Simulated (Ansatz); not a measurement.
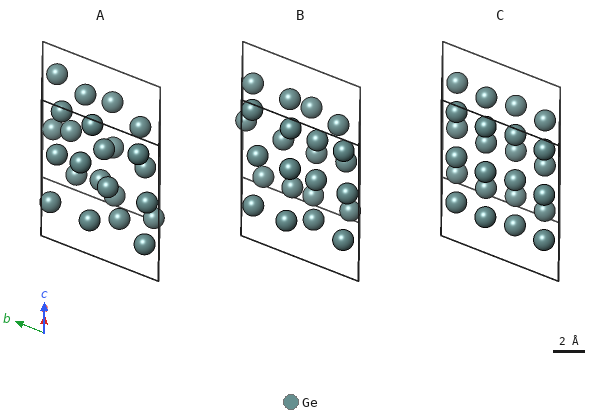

First-principles dynamics of a 24-atom cell of Ge (set up in Imma), 180 fs long. 3 frames in shuffled order; frame C is the first. Style: spheres-only. Shown: the simulation cell, from a free direction. Atoms are followed out of the cell.

Level of theory: Ansatz, DFT PBE, scalar-relativistic, plane waves, PAW. Run with plane-wave cutoff 420 eV; k-point mesh 2 × 2 × 2; Fermi-Dirac smearing 0.328 eV; volume 1.1 times that of the relaxed crystal; Langevin thermostat (NVT); set temperature 3800 K; time step 3 fs; friction 0.02 per fs.

Put the frames in order of time.

Answer. C, B, A, at 0 fs, 45 fs, 180 fs; the root-mean-square distance from the start grows as 0.00, 0.40, 0.79 Å. Root-mean-square distances from the starting positions over the second half, with the common drift of all atoms taken out: Ge 0.70 Å. That is already a fair part of the typical shortest distance between atoms in the first frame, about 2.8 Å and still growing, as in a liquid, though 180 fs is too short to measure diffusion.

Cost: 20 min on 4 threads of Arm Neoverse V1, with other jobs on the host, peak memory 2.4 GiB.
